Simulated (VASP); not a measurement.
## WSi2: polarization calculation (part 2 of 2)

WSi2 (P6₂22, 9 atoms in the cell); Kohn-Sham DFT of a periodic cell, PBE, VASP PAW PBE potentials, recommended, no spin polarisation (VASP 6.6.1); cutoff 520 eV, 5×5×3 k-mesh, Gaussian smearing of 0.02 eV. The structure derives from a Materials Project entry.

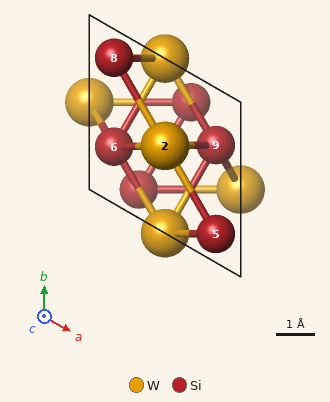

Figure 1. The input geometry (ball-and-stick view of the cell of the calculation, along the c axis; atoms are numbered from 1 in the order of the input).

**Parts of OUTCAR, continued**
```
 k-point     2 :       0.2000    0.0000    0.0000
  band No.  band energies     occupation
      1     -61.9863      2.00000
      2     -61.9766      2.00000
      3     -61.9756      2.00000
      4     -26.3747      2.00000
      5     -26.3555      2.00000
      6     -26.3315      2.00000
      7     -26.3192      2.00000
      8     -26.3141      2.00000
      9     -26.2493      2.00000
     10     -26.2260      2.00000
     11     -26.2248      2.00000
     12     -26.1966      2.00000
     13      -1.8056      2.00000
     14       1.2770      2.00000
     15       1.3304      2.00000
     16       3.2653      2.00000
     17       4.2578      2.00000
     18       5.0662      2.00000
     19       5.5717      2.00000
     20       6.5156      2.00000
     21       7.2136      2.00000
     22       7.2780      2.00000
     23       7.6037      2.00000
     24       7.8494      2.00000
     25       8.2504      2.00000
     26       8.6665      2.00000
     27       8.9095      2.00000
     28       9.0649      2.00000
     29       9.1150      2.00000
     30       9.2121      2.00000
     31       9.4813      2.00000
     32       9.4985      2.00000
     33      11.3205      2.00000
     34      13.3380      0.00000
     35      13.6552      0.00000
     36      14.0269      0.00000
     37      14.0288      0.00000
     38      14.3224      0.00000
     39      14.4373      0.00000

 k-point     3 :       0.4000    0.0000    0.0000
  band No.  band energies     occupation
      1     -61.9840      2.00000
      2     -61.9788      2.00000
      3     -61.9756      2.00000
      4     -26.3904      2.00000
      5     -26.3670      2.00000
      6     -26.3309      2.00000
      7     -26.3185      2.00000
      8     -26.3046      2.00000
      9     -26.2506      2.00000
     10     -26.2287      2.00000
     11     -26.2274      2.00000
     12     -26.1857      2.00000
     13      -0.6472      2.00000
     14       1.0584      2.00000
     15       2.1498      2.00000
     16       2.2331      2.00000
     17       3.3271      2.00000
     18       4.2594      2.00000
     19       5.4814      2.00000
     20       5.8593      2.00000
     21       6.8413      2.00000
     22       6.8869      2.00000
     23       7.3926      2.00000
     24       7.5893      2.00000
     25       8.3517      2.00000
     26       8.7714      2.00000
     27       8.9825      2.00000
     28       9.1813      2.00000
     29       9.7920      2.00000
     30      10.1127      2.00000
     31      10.6857      2.00000
     32      10.8770      2.00000
     33      11.1853      2.00000
     34      12.5875      0.00000
     35      13.1789      0.00000
     36      13.4147      0.00000
     37      13.4488      0.00000
     38      13.6999      0.00000
     39      14.7864      0.00000

 k-point     4 :       0.2000    0.2000    0.0000
  band No.  band energies     occupation
      1     -61.9846      2.00000
      2     -61.9783      2.00000
      3     -61.9756      2.00000
      4     -26.3880      2.00000
      5     -26.3613      2.00000
      6     -26.3383      2.00000
      7     -26.3191      2.00000
      8     -26.2995      2.00000
      9     -26.2553      2.00000
     10     -26.2273      2.00000
     11     -26.2249      2.00000
     12     -26.1878      2.00000
     13      -1.0155      2.00000
     14       1.6398      2.00000
     15       1.7413      2.00000
     16       2.4018      2.00000
     17       3.1792      2.00000
     18       4.6332      2.00000
     19       5.4972      2.00000
     20       5.8953      2.00000
     21       6.2353      2.00000
     22       6.5990      2.00000
     23       8.3735      2.00000
     24       8.4397      2.00000
     25       8.6046      2.00000
     26       8.6980      2.00000
     27       8.9779      2.00000
     28       9.0966      2.00000
     29       9.1793      2.00000
     30       9.9693      2.00000
     31      10.2911      2.00000
     32      10.7074      2.00000
     33      11.0106      2.00000
     34      12.5094      0.00000
     35      13.4765      0.00000
     36      13.5107      0.00000
     37      13.8246      0.00000
     38      14.0704      0.00000
     39      14.4798      0.00000

 k-point     5 :       0.4000    0.2000    0.0000
  band No.  band energies     occupation
      1     -61.9826      2.00000
      2     -61.9802      2.00000
      3     -61.9756      2.00000
      4     -26.3937      2.00000
      5     -26.3631      2.00000
      6     -26.3442      2.00000
      7     -26.3203      2.00000
      8     -26.2897      2.00000
      9     -26.2640      2.00000
     10     -26.2253      2.00000
     11     -26.2243      2.00000
     12     -26.1831      2.00000
     13       0.1617      2.00000
     14       0.6709      2.00000
     15       1.7631      2.00000
     16       2.8636      2.00000
     17       3.1448      2.00000
     18       4.2605      2.00000
     19       4.4717      2.00000
     20       5.4113      2.00000
     21       5.5734      2.00000
     22       6.9665      2.00000
     23       8.3898      2.00000
     24       8.6145      2.00000
     25       8.6943      2.00000
     26       8.7946      2.00000
     27       9.1496      2.00000
     28       9.2596      2.00000
     29       9.5895      2.00000
     30       9.7395      2.00000
     31      10.9490      2.00000
     32      11.2517      2.00000
     33      11.5690      2.00000
     34      12.9343      0.00000
     35      13.1502      0.00000
     36      13.4435      0.00000
     37      13.6163      0.00000
     38      13.9094      0.00000
     39      14.3044      0.00000

 [... the levels of 4 k-points are left out ...]

 k-point    10 :       0.4000    0.2000    0.3333
  band No.  band energies     occupation
      1     -61.9832      2.00000
      2     -61.9791      2.00000
      3     -61.9761      2.00000
      4     -26.3824      2.00000
      5     -26.3771      2.00000
      6     -26.3505      2.00000
      7     -26.3137      2.00000
      8     -26.2834      2.00000
      9     -26.2695      2.00000
     10     -26.2369      2.00000
     11     -26.2004      2.00000
     12     -26.1937      2.00000
     13       0.4748      2.00000
     14       1.0038      2.00000
     15       1.3766      2.00000
     16       1.9736      2.00000
     17       2.9616      2.00000
     18       3.8987      2.00000
     19       5.0914      2.00000
     20       5.7103      2.00000
     21       6.7003      2.00000
     22       7.4395      2.00000
     23       7.8667      2.00000
     24       8.1654      2.00000
     25       8.4560      2.00000
     26       8.7634      2.00000
     27       8.8376      2.00000
     28       9.0066      2.00000
     29       9.6583      2.00000
     30      10.2847      2.00000
     31      10.7347      2.00000
     32      11.0958      2.00000
     33      11.8450      2.00000
     34      13.0069      0.00000
     35      13.0337      0.00000
     36      13.6911      0.00000
     37      14.0416      0.00000
     38      14.1555      0.00000
     39      14.2650      0.00000

------------------------ aborting loop because EDIFF is reached ----------------------------------------

            Ionic dipole moment: p[ion]=(   -32.31797   -55.97636   -73.18544 ) |e| Angst

 Total electronic dipole moment: p[elc]=(     0.00000     0.00000    -6.65322 ) |e| Angst

  FORCE on cell =-STRESS in cart. coord.  units (eV):
  Direction    XX          YY          ZZ          XY          YZ          ZX
  --------------------------------------------------------------------------------------
  -------------------------------------------------------------------------------------
  Total       -0.2653788     -0.2653788     -0.5729351      0.0000000      0.0000000      0.0000000
  in kB       -3.4619612     -3.4619612     -7.4741423      0.0000000      0.0000000      0.0000000
  external PRESSURE =      -4.7993549 kB  Pullay stress =       0.0000000 kB

 VOLUME and BASIS-vectors are now :
 -----------------------------------------------------------------------------
  energy-cutoff  :      520.00
  volume of cell :      122.82
      direct lattice vectors                 reciprocal lattice vectors
     4.616852382  0.000000000  0.000000000     0.216597785  0.125052790  0.000000000
    -2.308426191  3.998311448  0.000000000     0.000000000  0.250105579  0.000000000
     0.000000000  0.000000000  6.653222000     0.000000000  0.000000000  0.150303116

 POSITION                                       TOTAL-FORCE (eV/Angst)
 -----------------------------------------------------------------------------------
      2.30843      0.00000      3.32661         0.000000      0.000000      0.000000
      1.15421      1.99916      5.54435         0.000000      0.000000     -0.000000
     -1.15421      1.99916      1.10887         0.000000      0.000000     -0.000000
      1.13316      0.65423      1.10887         0.011358      0.006558      0.000000
      3.48370      0.65423      5.54435        -0.011358      0.006558      0.000000
     -0.00000      1.30846      3.32661        -0.000000      0.013115      0.000000
      1.17527      3.34408      1.10887        -0.011358     -0.006558      0.000000
     -1.17527      3.34408      5.54435         0.011358     -0.006558     -0.000000
      2.30843      2.68986      3.32661         0.000000     -0.013115      0.000000
 -----------------------------------------------------------------------------------
    total drift:                               -0.000000     -0.000000      0.000000

  FREE ENERGIE OF THE ION-ELECTRON SYSTEM (eV)
  ---------------------------------------------------
  free  energy   TOTEN  =       -73.8458818102 eV

  energy  without entropy=      -73.8458818102  energy(sigma->0) =      -73.84588181
```

**CONTCAR**
```
Si2W
   1.00000000000000
     4.6168523821000003    0.0000000000000000    0.0000000000000000
    -2.3084261911000001    3.9983114484000000    0.0000000000000000
     0.0000000000000000    0.0000000000000000    6.6532220000000004
  W               Si
     3     6
Direct
     0.5000000000000000    0.0000000000000000    0.5000000000000000
     0.5000000000000000    0.5000000000000000    0.8333333332999970
     0.0000000000000000    0.5000000000000000    0.1666666667000030
     0.3272520000000014    0.1636260000000007    0.1666666667000030
     0.8363739999999993    0.1636260000000007    0.8333333332999970
     0.1636260000000007    0.3272520000000014    0.5000000000000000
     0.6727479999999986    0.8363739999999993    0.1666666667000030
     0.1636260000000007    0.8363739999999993    0.8333333332999970
     0.8363739999999993    0.6727479999999986    0.5000000000000000

  0.00000000E+00  0.00000000E+00  0.00000000E+00
  0.00000000E+00  0.00000000E+00  0.00000000E+00
  0.00000000E+00  0.00000000E+00  0.00000000E+00
  0.00000000E+00  0.00000000E+00  0.00000000E+00
  0.00000000E+00  0.00000000E+00  0.00000000E+00
  0.00000000E+00  0.00000000E+00  0.00000000E+00
  0.00000000E+00  0.00000000E+00  0.00000000E+00
  0.00000000E+00  0.00000000E+00  0.00000000E+00
  0.00000000E+00  0.00000000E+00  0.00000000E+00
```

This output came from the following input.

**INCAR**
```
SYSTEM = Si2W
ALGO = Normal
EDIFF = 1E-6
ENCUT = 520
GGA = PE
ISIF = 2
ISMEAR = 0
LASPH = .True.
LCALCPOL = .True.
LCHARG = .False.
LREAL = .False.
LWAVE = .False.
NELM = 60
PREC = Accurate
SIGMA = 0.02
```

**KPOINTS**
```
k-points
0
Gamma
  5 5 3
  0 0 0
```

**POSCAR**
```
Si2W
1.0
    4.6168523821      0.0000000000      0.0000000000
   -2.3084261911      3.9983114484      0.0000000000
    0.0000000000      0.0000000000      6.6532220000
W Si
3 6
Direct
    0.5000000000      0.0000000000      0.5000000000
    0.5000000000      0.5000000000      0.8333333333
    0.0000000000      0.5000000000      0.1666666667
    0.3272520000      0.1636260000      0.1666666667
    0.8363740000      0.1636260000      0.8333333333
    0.1636260000      0.3272520000      0.5000000000
    0.6727480000      0.8363740000      0.1666666667
    0.1636260000      0.8363740000      0.8333333333
    0.8363740000      0.6727480000      0.5000000000
```

Run as:
```bash
cat potpaw_PBE.64/W_sv/POTCAR potpaw_PBE.64/Si/POTCAR > POTCAR
mpirun -np 1 vasp_std > vasp.out
```

**Results in brief**

| quantity | value |
| --- | --- |
| outcome | converged |
| space group (tolerance 0.01 Å) | P6₂22 (180) |
| electrons treated | 66 |
| Fermi energy of the self-consistent step | 12.265 eV |
| hardware | 1 thread of AMD EPYC (Zen 5), 192 GiB of memory available, shared host |
| wall time | 70 s |
| peak memory | 0.23 GiB |

**Remarks**

Spin–orbit coupling is left out, which matters for W.
